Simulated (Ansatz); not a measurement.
**TiPbO3: geometry relaxation (part 3 of 3)**

Continued. System: TiPbO3 (P4mm, 10 atoms in the cell). Method: DFT with r2SCAN, PAW plane waves, Ueff = 4.46 eV on Ti d, spin-polarised (Ansatz 0.2.0); cutoff 500 eV, 5×5×5 k-mesh, Gaussian smearing of 0.1745 eV, collinear spins. The structure derives from an entry of the Crystallography Open Database.

Geometry of the input (Å; fractional positions):
```
3.9468  3.9468  0.0000
0.0000  3.9468  4.0816
3.9468  0.0000  4.0816
Pb 0.0000  0.0000  0.0000
Pb 0.5000  0.5000  0.5000
Ti 0.2358  0.2642  0.2642
Ti 0.7358  0.7642  0.7642
O  0.4580  0.0420  0.0420
O  0.9580  0.5420  0.5420
O  0.4590  0.5410  0.0410
O  0.9590  0.0410  0.5410
O  0.4590  0.0410  0.5410
O  0.9590  0.5410  0.0410
```

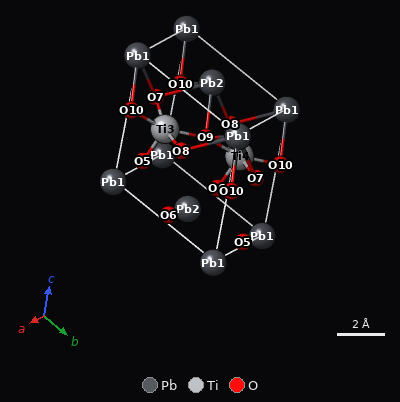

Figure 1. The geometry at step 6 of the log (ball-and-stick view of the reduced cell, seen slightly off an axis; atoms are numbered from 1 in the order of the input).

**Trajectory as extended XYZ, continued**
```
10
Lattice="3.9468 3.9468 0.0000 0.0000 3.9468 4.0816 3.9468 0.0000 4.0816" Properties=species:S:1:pos:R:3:forces:R:3 step=6 energy=-32264.37124
Pb    0.0000    0.0000   -0.0843    0.0000   0.0000   0.0001
Pb    3.9468    3.9468    3.9973    0.0000   0.0000   0.0001
Ti    1.9734    1.9734    2.1397    0.0000   0.0000  -0.0017
Ti    5.9201    5.9201    6.2213    0.0000   0.0000  -0.0017
O     1.9734    1.9734    0.3416    0.0000   0.0000   0.0016
O     5.9201    5.9201    4.4232    0.0000   0.0000   0.0016
O     1.9734    3.9468    2.4268    0.0000   0.0000   0.0000
O     5.9201    3.9468    2.4268    0.0000   0.0000   0.0000
O     3.9468    1.9734    2.4268    0.0000   0.0000   0.0000
O     3.9468    5.9201    2.4268    0.0000   0.0000   0.0000
```

**Summary**

```tsv
quantity	value
outcome	converged
space group (tolerance 0.01 Å)	P4mm (99)
electrons treated	88
free energy	−32264.3712 eV
Fermi energy	11.404 eV
gap on the k-point mesh	2.92 eV
net moment of the cell	0.00 μB
integrated absolute moment	0.00 μB
pressure	−0.52 GPa
final volume	127.16 Å³
largest force (length of the vector) at the end	0.002 eV/Å
final cell	a = 5.582 Å, b = 5.678 Å, c = 5.678 Å, α = 58.88°, β = 60.56°, γ = 60.56°
hardware	2 threads of Arm Neoverse V2, 24 GiB of memory available, shared host
wall time	2.2 min (CPU time 4.4 min)
peak memory	1.1 GiB
```

**Notes**

The program warns: spin is on but no starting moments are given; the SCF threshold is looser than advised for the printed stress. Spin–orbit coupling is left out, which matters for Pb.
